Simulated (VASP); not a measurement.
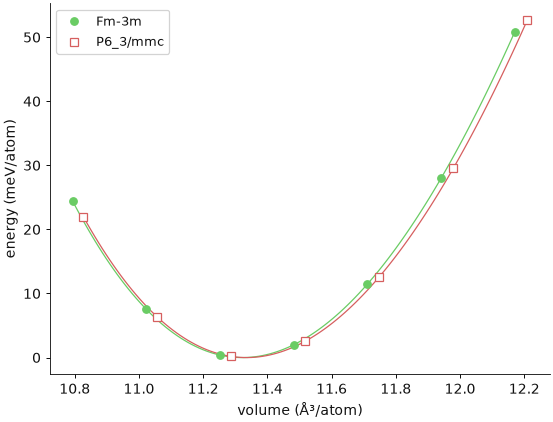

Method: plane-wave DFT, no spin polarisation; energies at scaled volumes of the given cell, shape and fractions fixed, counted from the fit's minimum, third-order Birch-Murnaghan fit (VASP 6.6.1). Level: PBEsol.

- occupations: Fermi–Dirac
- smearing width: 0.05 eV
- potentials: VASP PAW PBE potentials, recommended
- wave cutoff: 520 eV

Caption: Energy against volume, with one curve for each structure, for HfN. Each energy curve has its own zero, so the curves don't rank the structures.

Settings that differ: Fm-3m: k mesh 10×10×10; P6_3/mmc: k mesh 10×10×5.

The fitted equilibrium volumes, smallest first, are Fm-3m 11.322, P6_3/mmc 11.335 Å³/atom. The fitted bulk moduli, smallest first, are P6_3/mmc 285.2, Fm-3m 291.4 GPa.
